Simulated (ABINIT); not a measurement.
**Single-point calculation, with input and output: Ge**

System: Ge (4 atoms in the cell).
Method: Kohn-Sham DFT of a periodic cell, PBEsol, PseudoDojo NC SR PBEsol v0.4 stringent, no spin polarisation (ABINIT 10.8.3).

The structure derives from a Materials Project entry.

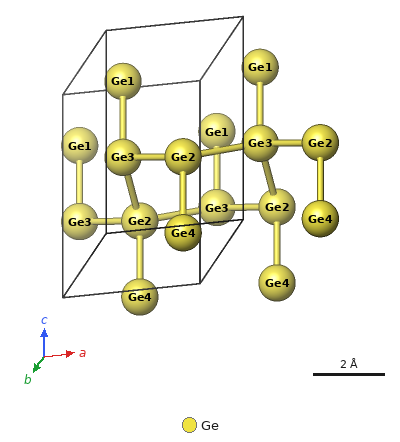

**Figure 1.** The input geometry (ball-and-stick view of the cell of the calculation, repeated 2 × 2 × 1, seen at an oblique angle; atoms are numbered from 1 in the order of the input). An atom can appear more than once, as a periodic image. Near neighbours in the periodic cell (some may lie outside the picture): Ge has 4 Ge at 2.45 to 2.47 Å.

Input file
```
# Pseudopotentials
pp_dirpath "./"
pseudos "Ge.upf"

# Structure
acell 3*1.0
rprim
     7.5543424031     0.0000000000     0.0000000000
    -3.7771712017     6.5422524301     0.0000000000
     0.0000000000     0.0000000000    12.4710169184
ntypat 1
znucl 32
natom 4
typat 1 1 1 1
xcart
    -0.0000000004     4.3615016203    11.6865743655
     3.7771712019     2.1807508098     5.4510659063
    -0.0000000004     4.3615016203     7.0199510121
     3.7771712019     2.1807508098     0.7844425529

# Plane-wave basis
ecut 62.0

# k points
kptopt 1
ngkpt 6 6 3
nshiftk 1
shiftk 0.0 0.0 0.0

# Exchange and correlation
ixc -116133

# Bands and occupations
nband 53
occopt 3
tsmear 0.00183747

# SCF cycle
nstep 100
tolvrs 1.0e-10

# Output
iomode 3
prtwf 0
prteig 0
prtebands 0
prtden 1
prtvha 1
prtvclmb 1
prtpot 1
prtelf 1
```

Machine: 4 threads of Arm Neoverse V2, 128 GiB of memory available, shared host.

Launch command:
```bash
mpirun --bind-to none -np 4 abinit run.abi > log 2>&1
```

Output
```
.Version 10.8.3 of ABINIT
 Symmetries : space group P6_3/m m c (#194); Bravais hP (primitive hexag.)
================================================================================
 Values of the parameters that define the memory need of the present run
     intxc =       0    ionmov =       0      iscf =       7    lmnmax =       6
     lnmax =       6     mgfft =      90  mpssoang =       3    mqgrid =    4421
     natom =       4  nloc_mem =       1    nspden =       1   nspinor =       1
    nsppol =       1      nsym =      24    n1xccc =    2501    ntypat =       1
    occopt =       3   xclevel =       2
       mpw =       14395          nfft =      262440          nkpt =          14
================================================================================
================================================================================

--------------------------------------------------------------------------------
------------- Echo of variables that govern the present computation ------------
--------------------------------------------------------------------------------
 -outvars: echo values of preprocessed input variables --------
            acell      1.0000000000E+00  1.0000000000E+00  1.0000000000E+00 Bohr
              amu      7.26100000E+01
             ecut      6.20000000E+01 Hartree
              ixc     -116133
         kptrlatt        6    0    0      0    6    0      0    0    3
          kptrlen      3.74130508E+01
            natom           4
            nband          53
            ngfft          54      54      90
             nkpt          14
            nstep         100
             nsym          24
           ntypat           1
           occopt           3
        prtebands           0
           prteig           0
           prtelf           1
           prtpot           1
         prtvclmb           1
           prtvha           1
            prtwf           0
            rprim      7.5543424031E+00  0.0000000000E+00  0.0000000000E+00
                      -3.7771712017E+00  6.5422524301E+00  0.0000000000E+00
                       0.0000000000E+00  0.0000000000E+00  1.2471016918E+01
          spgroup         194
           tolvrs      1.00000000E-10
           tsmear      1.83747000E-03 Hartree
            typat      1  1  1  1
           xangst     -2.6458864255E-11  2.3080072611E+00  6.1842688236E+00
                       1.9987929202E+00  1.1540036305E+00  2.8845798508E+00
                      -2.6458864255E-11  2.3080072611E+00  3.7147980947E+00
                       1.9987929202E+00  1.1540036305E+00  4.1510912198E-01
            xcart     -5.0000007045E-11  4.3615016201E+00  1.1686574365E+01
                       3.7771712015E+00  2.1807508100E+00  5.4510659063E+00
                      -5.0000007045E-11  4.3615016201E+00  7.0199510121E+00
                       3.7771712015E+00  2.1807508100E+00  7.8444255290E-01
             xred      3.3333333334E-01  6.6666666667E-01  9.3709875000E-01
                       6.6666666667E-01  3.3333333333E-01  4.3709875000E-01
                       3.3333333334E-01  6.6666666667E-01  5.6290125000E-01
                       6.6666666667E-01  3.3333333333E-01  6.2901249997E-02
            znucl       32.00000

================================================================================

 chkinp: Checking input parameters for consistency.

================================================================================
== DATASET  1 ==================================================================

--- !DatasetInfo
iteration_state: {dtset: 1, }
dimensions: {natom: 4, nkpt: 14, mband: 53, nsppol: 1, nspinor: 1, nspden: 1, mpw: 14395, }
cutoff_energies: {ecut:  62.0, pawecutdg:  -1.0, }
electrons: {nelect:   8.80000000E+01, charge:   0.00000000E+00, occopt:   3.00000000E+00, tsmear:   1.83747000E-03, }
meta: {optdriver: 0, ionmov: 0, optcell: 0, iscf: 7, paral_kgb: 0, }
...

 Real(R)+Recip(G) space primitive vectors, cartesian coordinates (Bohr,Bohr^-1):
 R(1)=  7.5543424  0.0000000  0.0000000  G(1)=  0.1323742  0.0764263  0.0000000
 R(2)= -3.7771712  6.5422524  0.0000000  G(2)=  0.0000000  0.1528526  0.0000000
 R(3)=  0.0000000  0.0000000 12.4710169  G(3)=  0.0000000  0.0000000  0.0801859
 Unit cell volume ucvol=  6.1634777E+02 bohr^3
 Angles (23,13,12)=  9.00000000E+01  9.00000000E+01  1.20000000E+02 degrees

 getcut: wavevector=  0.0000  0.0000  0.0000  ngfft=  54  54  90
         ecut(hartree)=     62.000   => boxcut(ratio)=   2.01714

--- Pseudopotential description ------------------------------------------------
- pspini: atom type   1  psp file is ./Ge.upf
12 -116133 2 -1 1560                          pspcod,pspxc,lmax,lloc,mmax
     nproj     2     2     2

   7.94108724E+03                                ecore*ucvol(ha*bohr**3)
--------------------------------------------------------------------------------

================================================================================

--- !BeginCycle
iteration_state: {dtset: 1, }
solver: {iscf: 7, nstep: 100, nline: 4, wfoptalg: 0, }
tolerances: {tolvrs: 1.00E-10, }
...

     iter   Etot(hartree)      deltaE(h)  residm     vres2
 ETOT  1  -1111.2439189903    -1.111E+03 9.424E-01 1.140E+03
 ETOT  2  -1117.6106690092    -6.367E+00 2.505E-02 1.895E+03
 ETOT  3  -1117.8175929458    -2.069E-01 2.819E-02 3.602E+02
 ETOT  4  -1117.8274870520    -9.894E-03 1.922E-03 2.342E+02
 ETOT  5  -1117.8455014480    -1.801E-02 9.113E-04 3.218E+01
 ETOT  6  -1117.8479917335    -2.490E-03 1.449E-03 1.906E+00
 ETOT  7  -1117.8481610270    -1.693E-04 2.864E-04 1.263E-02
 ETOT  8  -1117.8481621199    -1.093E-06 4.066E-04 1.007E-03
 ETOT  9  -1117.8481622089    -8.891E-08 7.693E-05 4.158E-06
 ETOT 10  -1117.8481622092    -3.449E-10 1.001E-04 1.942E-08
 ETOT 11  -1117.8481622092    -3.479E-11 1.922E-05 3.363E-10
 ETOT 12  -1117.8481622093    -9.777E-12 2.400E-05 1.944E-11

 At SCF step   12       vres2   =  1.94E-11 < tolvrs=  1.00E-10 =>converged.

 Compute ELF
--------------------------------------------------------------------------------

 Compute kinetic energy density

 Compute gradient of the electron density
 Electron Localization Function (ELF) [min:0;max:1]
)     Maximum=    7.6737E-01  at reduced coord.    0.5000    0.5000    0.5000
)     Minimum=    9.1921E-03  at reduced coord.    0.0000    0.0000    0.2444
   Integrated=    1.8859E+02

--------------------------------------------------------------------------------
 End of ELF section

 Cartesian components of stress tensor (hartree/bohr^3)
  sigma(1 1)= -9.02008065E-06  sigma(3 2)=  0.00000000E+00
  sigma(2 2)= -9.02008147E-06  sigma(3 1)=  0.00000000E+00
  sigma(3 3)=  9.02193771E-06  sigma(2 1)=  4.79076365E-13

--- !ResultsGS
iteration_state: {dtset: 1, }
comment   : Summary of ground state results
lattice_vectors:
- [  7.5543424,   0.0000000,   0.0000000, ]
- [ -3.7771712,   6.5422524,   0.0000000, ]
- [  0.0000000,   0.0000000,  12.4710169, ]
lattice_lengths: [   7.55434,    7.55434,   12.47102, ]
lattice_angles: [ 90.000,  90.000, 120.000, ] # degrees, (23, 13, 12)
lattice_volume:   6.1634777E+02
convergence: {deltae: -9.777E-12, res2:  1.944E-11, residm:  2.400E-05, diffor: null, }
etotal    :  -1.11784816E+03
entropy   :   0.00000000E+00
fermie    :   2.26271603E-01
cartesian_stress_tensor: # hartree/bohr^3
- [ -9.02008065E-06,   4.79076365E-13,   0.00000000E+00, ]
- [  4.79076365E-13,  -9.02008147E-06,   0.00000000E+00, ]
- [  0.00000000E+00,   0.00000000E+00,   9.02193771E-06, ]
pressure_GPa:   8.8442E-02
xred      :
- [  3.3333E-01,   6.6667E-01,   9.3710E-01, Ge]
- [  6.6667E-01,   3.3333E-01,   4.3710E-01, Ge]
- [  3.3333E-01,   6.6667E-01,   5.6290E-01, Ge]
- [  6.6667E-01,   3.3333E-01,   6.2901E-02, Ge]
cartesian_forces: # hartree/bohr
- [ -2.85149397E-28,  -1.48167973E-27,  -3.73298170E-04, ]
- [ -1.42574698E-27,   4.93893243E-28,  -3.73298170E-04, ]
- [  3.13664336E-27,   4.93893243E-28,   3.73298170E-04, ]
- [ -1.42574698E-27,   4.93893243E-28,   3.73298170E-04, ]
force_length_stats: {min:   3.73298170E-04, max:   3.73298170E-04, mean:   3.73298170E-04, }
...

 Integrated electronic density in atomic spheres:
 ------------------------------------------------
 Atom  Sphere_radius  Integrated_density
    1        2.00000         19.55892163
    2        2.00000         19.55892163
    3        2.00000         19.55892163
    4        2.00000         19.55892163
================================================================================

 ----iterations are completed or convergence reached----

 Mean square residual over all n,k,spin=   54.146E-09; max=  23.997E-06
 reduced coordinates (array xred) for    4 atoms
       0.333333333340      0.666666666667      0.937098750003
       0.666666666673      0.333333333333      0.437098750003
       0.333333333340      0.666666666667      0.562901249997
       0.666666666673      0.333333333333      0.062901249997
 rms dE/dt=  2.6878E-03; max dE/dt=  4.6554E-03; dE/dt below (all hartree)
    1       0.000000000000      0.000000000000      0.004655407787
    2       0.000000000000     -0.000000000000      0.004655407787
    3      -0.000000000000      0.000000000000     -0.004655407787
    4       0.000000000000     -0.000000000000     -0.004655407787

 cartesian coordinates (angstrom) at end:
    1     -0.00000000002646     2.30800726109001     6.18426882355031
    2      1.99879292018336     1.15400363054501     2.88457985078734
    3     -0.00000000002646     2.30800726109001     3.71479809473861
    4      1.99879292018336     1.15400363054501     0.41510912197564

 cartesian forces (hartree/bohr) at end:
    1     -0.00000000000000    -0.00000000000000    -0.00037329816950
    2     -0.00000000000000     0.00000000000000    -0.00037329816950
    3      0.00000000000000     0.00000000000000     0.00037329816950
    4     -0.00000000000000     0.00000000000000     0.00037329816950
 frms,max,avg= 2.1552380E-04 3.7329817E-04   0.000E+00  0.000E+00  0.000E+00 h/b

 cartesian forces (eV/Angstrom) at end:
    1     -0.00000000000000    -0.00000000000000    -0.01919576367407
    2     -0.00000000000000     0.00000000000000    -0.01919576367407
    3      0.00000000000000     0.00000000000000     0.01919576367407
    4     -0.00000000000000     0.00000000000000     0.01919576367407
 frms,max,avg= 1.1082679E-02 1.9195764E-02   0.000E+00  0.000E+00  0.000E+00 e/A
 length scales=  1.000000000000  1.000000000000  1.000000000000 bohr
              =  0.529177210544  0.529177210544  0.529177210544 angstroms
 Fermi (or HOMO) energy (hartree) =   0.22627   Average Vxc (hartree)=  -0.37352
 Eigenvalues (hartree) for nkpt=  14  k points:
 kpt#   1, nband= 53, wtk=  0.00926, kpt=  0.0000  0.0000  0.0000 (reduced coord)
  -5.78230   -5.78228   -5.78223   -5.78221   -3.84617   -3.84612   -3.84609   -3.84609
  -3.84607   -3.84607   -3.84591   -3.84587   -3.84576   -3.84576   -3.84574   -3.84574
  -0.68896   -0.68896   -0.68756   -0.68756   -0.68755   -0.68706   -0.68664   -0.68664
  -0.68473   -0.68473   -0.68017   -0.68017   -0.67965   -0.67906   -0.67891   -0.67891
  -0.67829   -0.67829   -0.67717   -0.67717   -0.24438   -0.16924   -0.05468    0.17130
   0.17130    0.21999    0.22057    0.22411    0.23018    0.23018    0.30802    0.30802
   0.32594    0.39216    0.39216    0.44453    0.49381
      occupation numbers for kpt#   1
   2.00000    2.00000    2.00000    2.00000    2.00000    2.00000    2.00000    2.00000
   2.00000    2.00000    2.00000    2.00000    2.00000    2.00000    2.00000    2.00000
   2.00000    2.00000    2.00000    2.00000    2.00000    2.00000    2.00000    2.00000
   2.00000    2.00000    2.00000    2.00000    2.00000    2.00000    2.00000    2.00000
   2.00000    2.00000    2.00000    2.00000    2.00000    2.00000    2.00000    2.00000
   2.00000    1.93640    1.91394    1.52902    0.21294    0.21294    0.00000    0.00000
   0.00000    0.00000    0.00000    0.00000    0.00000
 prteigrs : prtvol=0 or 1, do not print more k-points.

--- !EnergyTerms
iteration_state     : {dtset: 1, }
comment             : Components of total free energy in Hartree
kinetic             :  5.35234941168666E+02
hartree             :  4.93895055620664E+02
xc                  : -1.09048472205682E+02
Ewald energy        : -4.85660137536058E+02
psp_core            :  1.28841014646861E+01
local_psp           : -1.27843462190168E+03
non_local_psp       : -2.86718956030241E+02
internal            : -1.11784808941965E+03
'-kT*entropy'       : -7.27896026750119E-05
total_energy        : -1.11784816220925E+03
total_energy_eV     : -3.04181981062359E+04
band_energy         : -1.65603118867552E+02
...

 Cartesian components of stress tensor (hartree/bohr^3)
  sigma(1 1)= -9.02008065E-06  sigma(3 2)=  0.00000000E+00
  sigma(2 2)= -9.02008147E-06  sigma(3 1)=  0.00000000E+00
  sigma(3 3)=  9.02193771E-06  sigma(2 1)=  4.79076365E-13

-Cartesian components of stress tensor (GPa)         [Pressure=  8.8442E-02 GPa]
- sigma(1 1)= -2.65379935E-01  sigma(3 2)=  0.00000000E+00
- sigma(2 2)= -2.65379959E-01  sigma(3 1)=  0.00000000E+00
- sigma(3 3)=  2.65434571E-01  sigma(2 1)=  1.40949133E-08

== END DATASET(S) ==============================================================
================================================================================

 -outvars: echo values of variables after computation  --------
            acell      1.0000000000E+00  1.0000000000E+00  1.0000000000E+00 Bohr
           etotal     -1.1178481622E+03
            fcart     -2.8514939668E-28 -1.4816797283E-27 -3.7329816950E-04
                      -1.4257469834E-27  4.9389324275E-28 -3.7329816950E-04
                       3.1366433634E-27  4.9389324285E-28  3.7329816950E-04
                      -1.4257469834E-27  4.9389324275E-28  3.7329816950E-04
            rprim      7.5543424031E+00  0.0000000000E+00  0.0000000000E+00
                      -3.7771712017E+00  6.5422524301E+00  0.0000000000E+00
                       0.0000000000E+00  0.0000000000E+00  1.2471016918E+01
           strten     -9.0200806460E-06 -9.0200814727E-06  9.0219377053E-06
                       0.0000000000E+00  0.0000000000E+00  4.7907636522E-13
           xangst     -2.6458864255E-11  2.3080072611E+00  6.1842688236E+00
                       1.9987929202E+00  1.1540036305E+00  2.8845798508E+00
                      -2.6458864255E-11  2.3080072611E+00  3.7147980947E+00
                       1.9987929202E+00  1.1540036305E+00  4.1510912198E-01
             xred      3.3333333334E-01  6.6666666667E-01  9.3709875000E-01
                       6.6666666667E-01  3.3333333333E-01  4.3709875000E-01
                       3.3333333334E-01  6.6666666667E-01  5.6290125000E-01
                       6.6666666667E-01  3.3333333333E-01  6.2901249997E-02
 Calculation completed.
```

Key numbers

- outcome: converged
- space group (tolerance 0.01 Å): P6₃/mmc (194)
- electrons treated: 88
- free energy: −30418.1981 eV
- Fermi energy: 6.157 eV
- gap on the k-point mesh: 0.17 eV
- pressure: 0.09 GPa
- largest force (length of the vector): 0.019 eV/Å
- wall time: 2.8 min (CPU time 11 min)
- peak memory: 0.68 GiB
